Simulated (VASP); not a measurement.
# Run report: ZrC, efg calculation

The run: efg calculation of ZrC (Fm-3m, 2 atoms in the cell). Method and program: Kohn-Sham DFT of a periodic cell, PBE, VASP PAW PBE potentials, recommended, no spin polarisation (VASP 6.6.1).

The structure derives from an entry of the Crystallography Open Database. It belongs to a series of runs on one base structure; here: volume scaled by 1.04, PAW files.

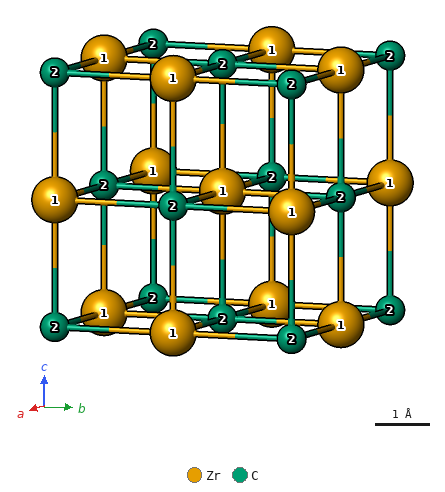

**Figure 1.** The input geometry (ball-and-stick view of the cell 4 times as large as that of the calculation, set on its symmetry axes, seen slightly off an axis; atoms are numbered from 1 in the order of the input). An atom can appear more than once, as a periodic image. Near neighbours in the periodic cell (some may lie outside the picture): Zr has 6 C at 2.38 Å; C has 6 Zr at 2.38 Å.

## INCAR
```
PREC     = Accurate       # precision mode
ENCUT    = 520            # plane-wave cutoff, eV
EDIFF    = 1E-8           # SCF threshold, eV
ISMEAR   = -1             # smearing method
SIGMA    = 0.05           # smearing width, eV
LREAL    = False          # projectors in reciprocal space
LASPH    = True           # aspherical terms in the spheres
NELM     = 100            # most SCF steps
ALGO     = Normal         # electronic algorithm
ISIF     = 2              # what is computed and relaxed
LWAVE    = False          # write WAVECAR
LCHARG   = False          # write CHGCAR
GGA      = PE             # functional
LEFG     = True         
NBANDS   = 15             # bands
```

## KPOINTS
```
regular mesh
0
Gamma
  15 15 15
```

## POSCAR
```
ZrC
1.0
    0.0000000000      2.3811373624      2.3811373624
    2.3811373624      0.0000000000      2.3811373624
    2.3811373624      2.3811373624      0.0000000000
Zr C
1 1
Direct
    0.5000000000      0.5000000000      0.5000000000
    0.0000000000      0.0000000000      0.0000000000
```

Hardware: 1 thread of Intel Xeon (Granite Rapids), 128 GiB of memory available, shared host.

Launched with:
```bash
cat potpaw_PBE.64/Zr_sv/POTCAR potpaw_PBE.64/C/POTCAR > POTCAR
mpirun -np 1 vasp_std > vasp.out
```

## OSZICAR
```
N       E                     dE             d eps       ncg     rms          rms(c)
DAV:   1     0.996538966886E+02    0.99654E+02   -0.85736E+03  3600   0.107E+03
DAV:   2    -0.167937464859E+02   -0.11645E+03   -0.10915E+03  4608   0.288E+02
DAV:   3    -0.228177198389E+02   -0.60240E+01   -0.59848E+01  5916   0.545E+01
DAV:   4    -0.229677983834E+02   -0.15008E+00   -0.15001E+00  4440   0.601E+00
DAV:   5    -0.229694386212E+02   -0.16402E-02   -0.16400E-02  4699   0.571E-01    0.189E+01
DAV:   6    -0.195936605738E+02    0.33758E+01   -0.65648E+00  4186   0.226E+01    0.645E+00
DAV:   7    -0.194634925692E+02    0.13017E+00   -0.64685E-01  4128   0.604E+00    0.565E+00
DAV:   8    -0.194895356768E+02   -0.26043E-01   -0.39627E-01  4259   0.489E+00    0.515E+00
DAV:   9    -0.194459070854E+02    0.43629E-01   -0.73690E-02  3964   0.199E+00    0.101E+00
DAV:  10    -0.194443544445E+02    0.15526E-02   -0.67754E-03  4685   0.668E-01    0.403E-02
DAV:  11    -0.194443548061E+02   -0.36157E-06   -0.15331E-04  4237   0.110E-01    0.550E-02
DAV:  12    -0.194443486668E+02    0.61393E-05   -0.66655E-06  4567   0.201E-02    0.180E-02
DAV:  13    -0.194443470015E+02    0.16653E-05   -0.27374E-06  4525   0.104E-02    0.446E-03
DAV:  14    -0.194443469413E+02    0.60200E-07   -0.12124E-07  4113   0.214E-03    0.152E-03
DAV:  15    -0.194443469563E+02   -0.14985E-07   -0.61721E-09  3109   0.693E-04    0.915E-04
DAV:  16    -0.194443469281E+02    0.28193E-07   -0.66695E-09  2388   0.711E-04    0.180E-04
DAV:  17    -0.194443469297E+02   -0.15707E-08   -0.50595E-10  2220   0.215E-04
   1 F= -.19444347E+02 E0= -.19442966E+02  d E =-.276230E-02
```

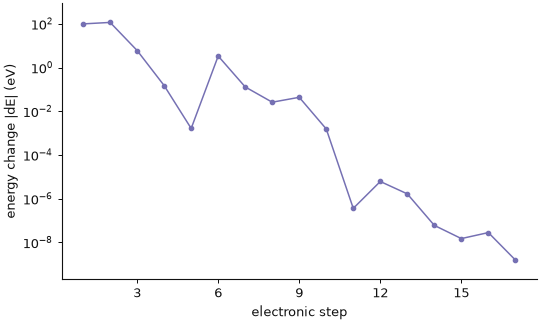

**Figure 2.** Convergence of the self-consistent field: energy change |dE| against the electronic step. It takes 17 electronic steps. The density is held fixed in the first few steps, and dE rises again when its update begins.

## Parts of OUTCAR
```
PREC = Accurate
   ENCUT = 520
   EDIFF = 1E-8
   ISMEAR = -1
   LREAL = False
   LASPH = True
   NELM = 100
   ISIF = 2
   GGA = PE

 ion  position               nearest neighbor table
   1  0.500  0.500  0.500-   2 2.38   2 2.38   2 2.38   2 2.38   2 2.38   2 2.38
   2  0.000  0.000  0.000-   1 2.38   1 2.38   1 2.38   1 2.38   1 2.38   1 2.38

  LATTYP: Found a face centered cubic cell.
 ALAT       =     4.7622747248

  Lattice vectors:

 A1 = (   0.0000000000,   2.3811373624,   2.3811373624)
 A2 = (   2.3811373624,   0.0000000000,   2.3811373624)
 A3 = (   2.3811373624,   2.3811373624,   0.0000000000)

Analysis of symmetry for initial positions (statically):
=====================================================================
 Subroutine PRICEL returns:
 Original cell was already a primitive cell.

 Routine SETGRP: Setting up the symmetry group for a
 face centered cubic supercell.

 Subroutine GETGRP returns: Found 48 space group operations
 (whereof 48 operations were pure point group operations)
 out of a pool of 48 trial point group operations.

The static configuration has the point symmetry O_h .

Analysis of symmetry for dynamics (positions and initial velocities):
=====================================================================
 Subroutine PRICEL returns:
 Original cell was already a primitive cell.

 Routine SETGRP: Setting up the symmetry group for a
 face centered cubic supercell.

 Subroutine GETGRP returns: Found 48 space group operations
 (whereof 48 operations were pure point group operations)
 out of a pool of 48 trial point group operations.

The dynamic configuration has the point symmetry O_h .

 Subroutine INISYM returns: Found 48 space group operations
 (whereof 48 operations are pure point group operations),
 and found     1 'primitive' translations

----------------------------------------------------------------------------------------

                                     Primitive cell

  volume of cell :      27.0012

  direct lattice vectors                    reciprocal lattice vectors
     0.000000000  2.381137362  2.381137362    -0.209983686  0.209983686  0.209983686
     2.381137362  0.000000000  2.381137362     0.209983686 -0.209983686  0.209983686
     2.381137362  2.381137362  0.000000000     0.209983686  0.209983686 -0.209983686

  length of vectors
     3.367436752  3.367436752  3.367436752     0.363702413  0.363702413  0.363702413

  position of ions in fractional coordinates (direct lattice)
     0.500000000  0.500000000  0.500000000
     0.000000000  0.000000000  0.000000000

  ion indices of the primitive-cell ions
   primitive index   ion index
                 1           1
                 2           2

----------------------------------------------------------------------------------------

 KPOINTS: regular mesh

Automatic generation of k-mesh.
 Grid dimensions read from file:
 generate k-points for:   15   15   15

 Generating k-lattice:

  Cartesian coordinates                     Fractional coordinates (reciprocal lattice)
    -0.013998912  0.013998912  0.013998912     0.066666667  0.000000000  0.000000000
     0.013998912 -0.013998912  0.013998912     0.000000000  0.066666667  0.000000000
     0.013998912  0.013998912 -0.013998912     0.000000000  0.000000000  0.066666667

  Length of vectors
     0.024246828  0.024246828  0.024246828

  Shift w.r.t. Gamma in fractional coordinates (k-lattice)
     0.000000000  0.000000000  0.000000000

 Subroutine IBZKPT returns following result:
 ===========================================

 Found    120 irreducible k-points:

 Following reciprocal coordinates:
            Coordinates               Weight
  0.000000  0.000000  0.000000      1.000000
  0.066667  0.000000  0.000000      8.000000
  0.133333  0.000000  0.000000      8.000000
  0.200000  0.000000  0.000000      8.000000
  0.266667  0.000000  0.000000      8.000000
  0.333333  0.000000  0.000000      8.000000
  0.400000  0.000000  0.000000      8.000000
  0.466667  0.000000  0.000000      8.000000
  0.066667  0.066667  0.000000      6.000000
  0.133333  0.066667  0.000000     24.000000
  0.200000  0.066667  0.000000     24.000000
  0.266667  0.066667  0.000000     24.000000
  0.333333  0.066667  0.000000     24.000000
  0.400000  0.066667  0.000000     24.000000
  0.466667  0.066667  0.000000     24.000000
 -0.466667  0.066667  0.000000     24.000000
 -0.400000  0.066667  0.000000     24.000000
 -0.333333  0.066667  0.000000     24.000000
 -0.266667  0.066667  0.000000     24.000000
 -0.200000  0.066667  0.000000     24.000000
 -0.133333  0.066667  0.000000     24.000000
 -0.066667  0.066667  0.000000     12.000000
  0.133333  0.133333  0.000000      6.000000
  0.200000  0.133333  0.000000     24.000000
 [... further k-points ...]
   k-points           NKPTS =    120   k-points in BZ     NKDIM =    120   number of bands    NBANDS=     15
   number of dos      NEDOS =    301   number of ions     NIONS =      2
   total plane-waves  NPLWV =  21952
   dimension x,y,z NGX =    28 NGY =   28 NGZ =   28
   dimension x,y,z NGXF=    56 NGYF=   56 NGZF=   56
   ions per type =               1   1
   NGX,Y,Z   is equivalent  to a cutoff of  13.82, 13.82, 13.82 a.u.
   NGXF,Y,Z  is equivalent  to a cutoff of  27.65, 27.65, 27.65 a.u.
 SYSTEM =  unknown system
   PREC   = accura    normal or accurate (medium, high low for compatibility)
   ISTART =      0    job   : 0-new  1-cont  2-samecut
   ICHARG =      2    charge: 1-file 2-atom 10-const
   ISPIN  =      1    spin polarized calculation?
   LNONCOLLINEAR =      F non collinear calculations
   LSORBIT =      F    spin-orbit coupling
   LASPH  =      T    aspherical Exc in radial PAW
   ENCUT  =  520.0 eV  38.22 Ry    6.18 a.u.   6.26  6.26  6.26*2*pi/ulx,y,z
   NELM   =    100;   NELMIN=  2; NELMDL= -5     # of ELM steps
   EDIFF  = 0.1E-07   stopping-criterion for ELM
   LREAL  =      F    real-space projection
   EDIFFG = 0.1E-06   stopping-criterion for IOM
   NSW    =      0    number of steps for IOM
   IBRION =     -1    ionic relax: 0-MD 1-quasi-New 2-CG
   NFREE  =      0    steps in history (QN), initial steepest desc. (CG)
   ISIF   =      2    stress and relaxation
   ISYM   =      2    0-nonsym 1-usesym 2-fastsym
   POTIM  = 0.5000    time-step for ionic-motion
   TEBEG  =    0.0;   TEEND  =   0.0 temperature during run
   PSTRESS=    0.0 pullay stress
   NELECT =      16.0000    total number of electrons
   NUPDOWN=      -1.0000    fix difference up-down
   EMIN   =  10.00;   EMAX   =-10.00  energy-range for DOS
   EFERMI =   0.00;   METHOD = LEGACY
   ISMEAR =    -1;   SIGMA  =   0.05  broadening in eV -4-tet -1-fermi 0-gaus
   EFERMI_NEDOS =   21; number of points for ismear=-14 and -15
   IALGO  =     38    algorithm
   IMIX   =      4    mixing-type and parameters
     AMIX     =   0.40;   BMIX     =  1.00
     AMIX_MAG =   1.60;   BMIX_MAG =  1.00
  volume/ion in A,a.u.               =      13.50        91.11
  Fermi-wavevector in a.u.,A,eV,Ry     =   1.375056  2.598479 25.725609  1.890779
  Thomas-Fermi vector in A             =   2.500426
   LORBIT       =      0    0 simple, 1 ext, 2 COOP (PROOUT), +10 PAW based schemes
   GGA     = PE    functional components
   LHFCALC =     F    Hartree Fock is set to
   AEXX    =    0.0000 exact exchange contribution
   IVDW    =     0    specifies the selected vdW correction
   LEPSILON=     F    determine dielectric tensor
   LRPA    =     F    only Hartree local field effects (RPA)
 non-spin polarized calculation
  energy-cutoff  :      520.00
  volume of cell :       27.00
 maximum number of plane-waves:       745
 NGX is ok and might be reduce to    28
   NGX = 13   NGY = 13   NGZ = 13

 number of electron      16.0000000 magnetization

 Free energy of the ion-electron system (eV)
  ---------------------------------------------------
  ext. energy  EPLUGINS =         0.00000000
  ---------------------------------------------------
  free energy    TOTEN  =       -19.44434693 eV

  energy without entropy =      -19.44158463  energy(sigma->0) =      -19.44296578

 E-fermi :   9.1566     XC(G=0): -11.9407     alpha+bet :-17.4548

 val. band max:        9.0868547374   @ k =  -0.0667   0.0667   0.0000
 cond. band min:       9.1624654450   @ k =   0.3333   0.2667   0.0000
 fundamental gap:      0.0756107075
 Fermi energy:         9.1565759846

 k-point     1 :       0.0000    0.0000    0.0000
  band No.  band energies     occupation
      1     -39.0912      2.00000
      2     -16.8247      2.00000
      3     -16.8247      2.00000
      4     -16.8247      2.00000
      5      -1.9983      2.00000
      6      10.0922      0.00000
      7      10.0922      0.00000
      8      10.0922      0.00000
      9      10.2457      0.00000
     10      10.2457      0.00000
     11      10.2457      0.00000
     12      11.8662      0.00000
     13      11.8662      0.00000
     14      16.0346      0.00000
     15      19.5567      0.00000

 k-point     2 :       0.0667    0.0000    0.0000
  band No.  band energies     occupation
      1     -39.0875      2.00000
      2     -16.8589      2.00000
      3     -16.8278      2.00000
      4     -16.8278      2.00000
      5      -1.9035      2.00000
      6       9.3117      0.08598
      7       9.5178      0.00146
      8       9.5178      0.00146
      9      10.4654      0.00000
     10      10.4654      0.00000
     11      10.7940      0.00000
     12      12.4200      0.00000
     13      12.4200      0.00000
     14      16.2584      0.00000
     15      19.8192      0.00000

 k-point     3 :       0.1333    0.0000    0.0000
  band No.  band energies     occupation
      1     -39.0773      2.00000
      2     -16.9542      2.00000
      3     -16.8365      2.00000
      4     -16.8365      2.00000
      5      -1.6295      2.00000
      6       8.3106      2.00000
      7       8.7147      1.99971
      8       8.7147      1.99971
      9      10.7700      0.00000
     10      10.7700      0.00000
     11      11.2124      0.00000
     12      13.5036      0.00000
     13      13.5036      0.00000
     14      16.8262      0.00000
     15      20.5275      0.00000

 k-point     4 :       0.2000    0.0000    0.0000
  band No.  band energies     occupation
      1     -39.0621      2.00000
      2     -17.0914      2.00000
      3     -16.8492      2.00000
      4     -16.8492      2.00000
      5      -1.2052      2.00000
      6       7.2640      2.00000
      7       7.9709      2.00000
      8       7.9709      2.00000
      9      11.2199      0.00000
     10      11.2199      0.00000
     11      11.5628      0.00000
     12      14.7285      0.00000
     13      14.7285      0.00000
     14      17.4872      0.00000
     15      21.4211      0.00000

 k-point     5 :       0.2667    0.0000    0.0000
  band No.  band energies     occupation
      1     -39.0446      2.00000
      2     -17.2447      2.00000
      3     -16.8637      2.00000
      4     -16.8637      2.00000
      5      -0.6741      2.00000
      6       6.2512      2.00000
      7       7.3488      2.00000
      8       7.3488      2.00000
      9      11.7957      0.00000
     10      11.7957      0.00000
     11      11.9755      0.00000
     12      15.9748      0.00000
     13      15.9748      0.00000
     14      17.8785      0.00000
     15      22.0927      0.00000

 [... the levels of 18 k-points are left out ...]

 k-point    24 :       0.2000    0.1333    0.0000
  band No.  band energies     occupation
      1     -39.0614      2.00000
      2     -17.0331      2.00000
      3     -16.8859      2.00000
      4     -16.8780      2.00000
      5      -1.2641      2.00000
      6       6.9176      2.00000
      7       8.5115      2.00000
      8       8.7479      1.99944
      9       9.7501      0.00001
     10      11.9998      0.00000
     11      12.3971      0.00000
     12      12.9865      0.00000
     13      14.7481      0.00000
     14      18.1378      0.00000
     15      21.5900      0.00000

 [... further k-points ...]

------------------------ aborting loop because EDIFF is reached ----------------------------------------

  FORCE on cell =-STRESS in cart. coord.  units (eV):
  Direction    XX          YY          ZZ          XY          YZ          ZX
  --------------------------------------------------------------------------------------
  -------------------------------------------------------------------------------------
  Total       -1.1510253     -1.1510253     -1.1510253     -0.0000000      0.0000000     -0.0000000
  in kB      -68.2986481    -68.2986481    -68.2986481     -0.0000000      0.0000000     -0.0000000
  external PRESSURE =     -68.2986481 kB  Pullay stress =       0.0000000 kB

 VOLUME and BASIS-vectors are now :
 -----------------------------------------------------------------------------
  energy-cutoff  :      520.00
  volume of cell :       27.00
      direct lattice vectors                 reciprocal lattice vectors
     0.000000000  2.381137362  2.381137362    -0.209983686  0.209983686  0.209983686
     2.381137362  0.000000000  2.381137362     0.209983686 -0.209983686  0.209983686
     2.381137362  2.381137362  0.000000000     0.209983686  0.209983686 -0.209983686

 POSITION                                       TOTAL-FORCE (eV/Angst)
 -----------------------------------------------------------------------------------
      2.38114      2.38114      2.38114        -0.000000      0.000000      0.000000
      0.00000      0.00000      0.00000         0.000000     -0.000000     -0.000000
 -----------------------------------------------------------------------------------
    total drift:                                0.000000      0.000000      0.000000

  FREE ENERGIE OF THE ION-ELECTRON SYSTEM (eV)
  ---------------------------------------------------
  free  energy   TOTEN  =       -19.4443469297 eV

  energy  without entropy=      -19.4415846268  energy(sigma->0) =      -19.44296578

 Electric field gradients (V/A^2)
---------------------------------------------------------------------
 ion       V_xx      V_yy      V_zz      V_xy      V_xz      V_yz
---------------------------------------------------------------------
   1      -0.000    -0.000     0.000    -0.000    -0.000    -0.000
   2      -0.000     0.000    -0.000    -0.000    -0.000    -0.000
---------------------------------------------------------------------

 Electric field gradients after diagonalization (V/A^2)
 (convention: |V_zz| > |V_xx| > |V_yy|)
----------------------------------------------------------------------
 ion       V_xx      V_yy      V_zz     asymmetry (V_yy - V_xx)/ V_zz
----------------------------------------------------------------------
   1       0.000     0.000    -0.000       0.000
   2       0.000     0.000    -0.000       0.000
----------------------------------------------------------------------

           NMR quadrupolar parameters

 Cq : quadrupolar parameter    Cq=e*Q*V_zz/h
 eta: asymmetry parameters     (V_yy - V_xx)/ V_zz
 Q  : nuclear electric quadrupole moment in mb (millibarn)
----------------------------------------------------------------------
 ion       Cq(MHz)       eta       Q (mb)
----------------------------------------------------------------------
   1      -0.000       0.000       1.000
   2      -0.000       0.000       1.000
----------------------------------------------------------------------
```

## CONTCAR
```
ZrC
   1.00000000000000
     0.0000000000000000    2.3811373624000001    2.3811373624000001
     2.3811373624000001    0.0000000000000000    2.3811373624000001
     2.3811373624000001    2.3811373624000001    0.0000000000000000
  Zr              C
     1     1
Direct
     0.5000000000000000    0.5000000000000000    0.5000000000000000
     0.0000000000000000    0.0000000000000000    0.0000000000000000

  0.00000000E+00  0.00000000E+00  0.00000000E+00
  0.00000000E+00  0.00000000E+00  0.00000000E+00
```

## Summary

```json
{"quantity": "outcome", "value": "converged"}
{"quantity": "space group (tolerance 0.01 Å)", "value": "Fm-3m (225)"}
{"quantity": "electrons treated", "value": "16"}
{"quantity": "free energy", "value": "−19.4443 eV"}
{"quantity": "gap on the k-point mesh", "value": "none (metallic)"}
{"quantity": "pressure", "value": "−6.83 GPa"}
{"quantity": "largest force (length of the vector)", "value": "under 0.001 eV/Å"}
{"quantity": "wall time", "value": "29 s"}
{"quantity": "peak memory", "value": "0.19 GiB"}
```

## Remarks

The cell is under a tension of 6.8 GPa at this level, so it is not at its equilibrium volume.
